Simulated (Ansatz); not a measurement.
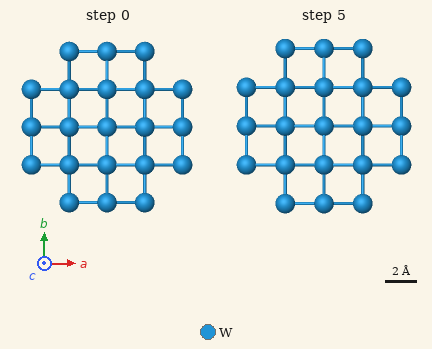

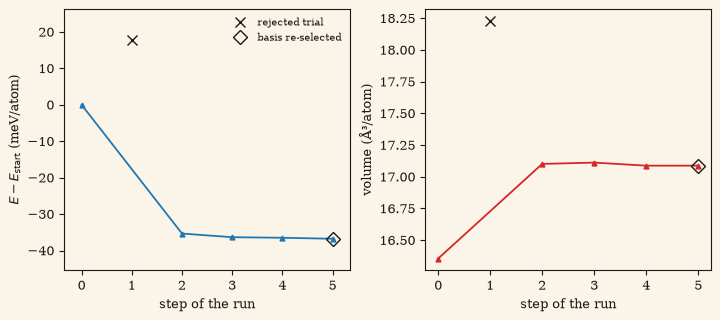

First and last geometry of a relaxation of solid W (built on the beta-tin_141 type) (coarse preliminary run), with the history of the run. Style: ball-and-stick. Shown: the conventional cell (2 times the calculation's cell), along the c axis. Lengths and directions refer to the drawn axes.

Case: beta-tin type (I4_1/amd, No. 141).

All numbers below come from DFT PBEsol, scalar-relativistic, plane waves, PAW (Ansatz).

Input file:
```yaml
crystal:
  lattice:
    - [-2.4656804795, 2.4656804795, 1.3450742167]
    - [2.4656804795, -2.4656804795, 1.3450742167]
    - [2.4656804795, 2.4656804795, -1.3450742167]
  atoms:
    - { symbol: W, position: [0.0, 0.0, 0.0] }
    - { symbol: W, position: [0.75, 0.25, 0.5] }
basis:
  ecutwfc: 420
kpoints:
  mp_grid: { grid: [8, 8, 8] }
hamiltonian:
  xc: pbesol
scf:
  occupations: { method: gaussian, width: 0.1 }
  lower_state_search: "off"
output:
  forces: true
  stress: true
  eigenvalues: true
relax:
  adjacent_minimum: "off"
  f_tol: 0.04
  max_steps: 70
  cell: { stress_tol: 0.4 }
```

### Read the history and describe the run.

It converged. The energy falls by 36.8 meV per atom in 3 accepted moves (5 points after the start). All forces vanish by symmetry, so only the cell relaxes. Pressure: 11.71 GPa at the start and 0.00 GPa at the end. The line search rejected the trial step at point 1 of the run. The SCF was repeated once at an unchanged geometry on a basis and grid sized afresh for the cell, which shifted the energy by 0.3 meV per atom at most. The atoms keep their places relative to the cell (all moves are under 0.005 Å). The volume changes by +4.5 %, with a = b 4.931 → 5.061 Å (+2.6 %), c 2.690 → 2.669 Å (−0.8 %). Among the contacts that change: W1–W2 2.556 → 2.617 Å, W1–W2 (another image) 3.186 → 3.226 Å, W1–W1 2.690 → 2.669 Å. The space group stays I4_1/amd (No. 141).
